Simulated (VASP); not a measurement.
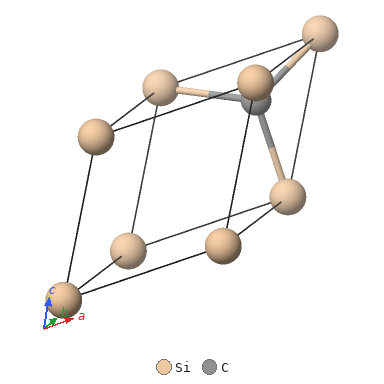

System: SiC, space group F-43m (No. 216). The picture shows the cell.

Structure:
```
CELL_PARAMETERS angstrom
0.00000 2.18930 2.18930
2.18930 0.00000 2.18930
2.18930 2.18930 0.00000
ATOMIC_POSITIONS crystal
Si 0.00000 0.00000 0.00000
C 0.75000 0.75000 0.75000
```

Calculation (VASP 6.6.1): plane-wave DFT, no spin polarisation; elastic constants in Voigt order on the axes of the given cell. Level: PBE.

k mesh 7×7×7; occupations Fermi–Dirac; smearing width 0.05 eV; potentials VASP PAW PBE potentials, recommended; wave cutoff 600 eV; read at relaxed cell.

The cell shown is the relaxed one, at which the result was read.

What does the calculation give for the stiffness matrix in Voigt order?

All six eigenvalues of the matrix are positive (the least is 241 GPa), so the crystal is mechanically stable. Over all directions E runs from 319 to 524 GPa, a ratio of 1.64. E is 319 GPa along x, y and z alike, and 524 GPa along the body diagonal x + y + z. The Hill averages are K = 212 GPa and G = 187 GPa; K/G = 1.14.

Stiffness matrix C (GPa), Voigt order:
|  | xx | yy | zz | yz | xz | xy |
| --- | --- | --- | --- | --- | --- | --- |
| xx | 382.6 | 126.8 | 126.8 | 0.0 | 0.0 | 0.0 |
| yy | 126.8 | 382.6 | 126.8 | 0.0 | 0.0 | 0.0 |
| zz | 126.8 | 126.8 | 382.6 | 0.0 | 0.0 | 0.0 |
| yz | 0.0 | 0.0 | 0.0 | 240.6 | 0.0 | 0.0 |
| xz | 0.0 | 0.0 | 0.0 | 0.0 | 240.6 | 0.0 |
| xy | 0.0 | 0.0 | 0.0 | 0.0 | 0.0 | 240.6 |

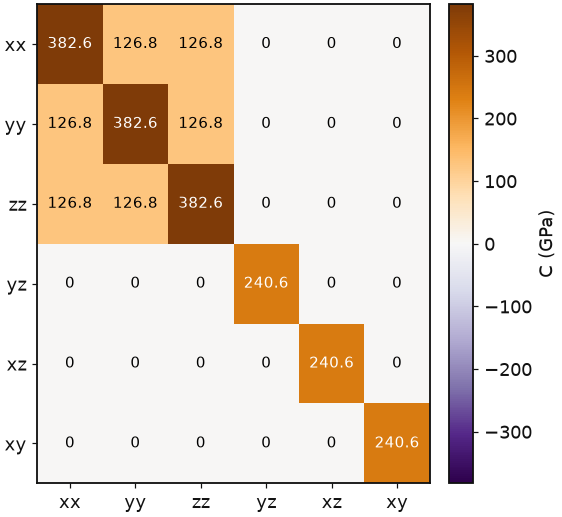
